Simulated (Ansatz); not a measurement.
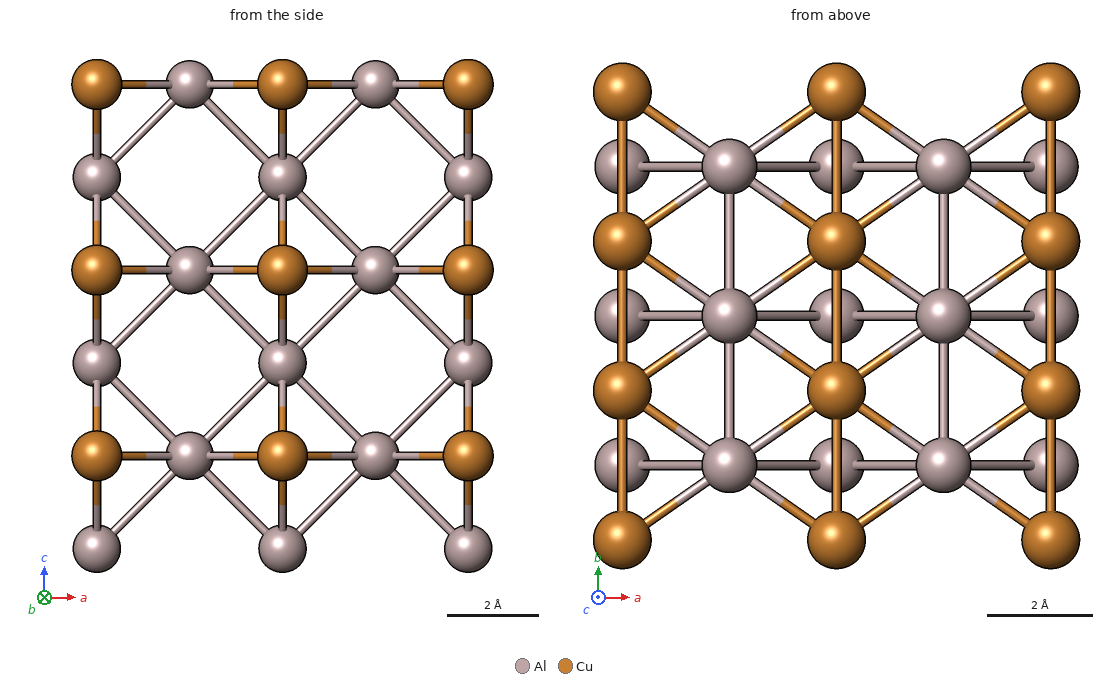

A ball-and-stick picture of a periodic slab, seen from the side and from above. The surface normal points up in side views; the vacuum is left out. 2×3 cells are drawn in the plane, with atoms at the edges repeated.

The cell holds 6 Al, 3 Cu.

### What is exposed at the top and at the bottom?

The top face ends in Al and Cu, the bottom face in Al. The faces differ, so the slab can carry a dipole.

### How far apart are the outermost atoms along the normal?

About 10 Å from the lowest to the highest atom.

### What is the order of the atomic planes, starting from the top?

Six planes: AlCu / Al / AlCu / Al / AlCu / Al.

The structure comes from a structure listed in the Materials Project. The cell was then strained or its atoms displaced on purpose. A calculation with Ansatz used it as input.
